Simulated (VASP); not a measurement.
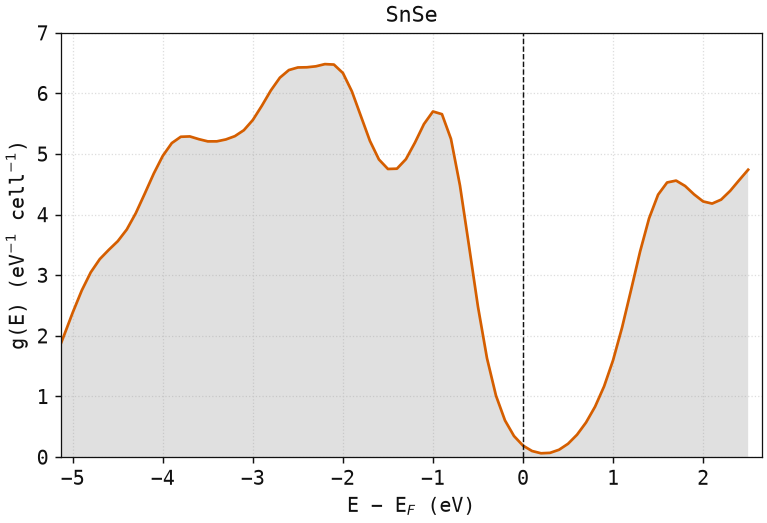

Density of states. Energies are counted from the Fermi level. The DOS curve is built from the levels of the k mesh with Gaussians 0.55 eV wide, which also blur the band edges; ripples of that width can come from the mesh.

System: SnSe, space group Pnma (No. 62), 8 atoms in the cell.

```cif
data_structure
_symmetry_space_group_name_H-M 'P 1'
_symmetry_Int_Tables_number 1
_cell_length_a 11.4865
_cell_length_b 4.1722
_cell_length_c 4.3797
_cell_angle_alpha 90.000
_cell_angle_beta 90.000
_cell_angle_gamma 90.000
_cell_volume 209.89
loop_
_atom_site_label
_atom_site_type_symbol
_atom_site_fract_x
_atom_site_fract_y
_atom_site_fract_z
_atom_site_occupancy
Sn1 Sn 0.11763 0.25000 0.09317 1
Sn2 Sn 0.38237 0.75000 0.59317 1
Sn3 Sn 0.61763 0.25000 0.40683 1
Sn4 Sn 0.88237 0.75000 0.90683 1
Se1 Se 0.35703 0.25000 0.02202 1
Se2 Se 0.14297 0.75000 0.52202 1
Se3 Se 0.85703 0.25000 0.47798 1
Se4 Se 0.64297 0.75000 0.97798 1
```

Level of theory: r2SCAN, VASP PAW PBE potentials, release 64 (Sn_d, Se), no spin polarisation, no spin-orbit coupling, 4×8×8 k mesh, 520 eV cutoff; code VASP.

Metal or insulator, going by the density of states?

Answer. There is a gap; over the k points computed it is 0.70 eV (indirect; the smallest direct gap on the k mesh is 1.13 eV).

The PAW data sets were made with another functional. Spin-orbit coupling is left out, which matters for Sn and Se. LDA, GGA and most meta-GGA functionals understate gaps. The cell was derived from a database entry in an earlier step, so it needn't be the measured one.
